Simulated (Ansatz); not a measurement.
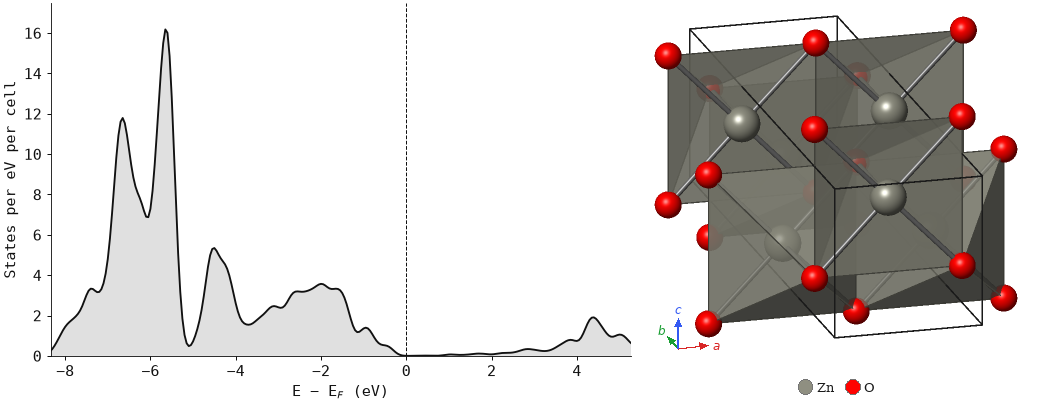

Density of states, beside the structure. Energies are counted from the Fermi level. The curve is built from the levels of the k mesh with Gaussians 0.3 eV wide, which also blur the band edges.

System: ZnO, space group Cmcm, 4 atoms in the cell, TlCl-63 type type.

Computed with Ansatz 0.2.0: DFT, r2SCAN+rVV10, plane waves, PAW, no spin polarisation, 10×10×10 k mesh, 500 eV cutoff.

Metal or insulator, going by the density of states?

Answer. There is a gap; over the k points computed it is 0.60 eV (indirect; the smallest direct gap is 2.21 eV).

Where is the tallest peak of the filled states in the window?

Answer. Within the window shown, the tallest peak of the filled states lies 5.3 eV under the valence-band top, at about 16 states per eV and cell.
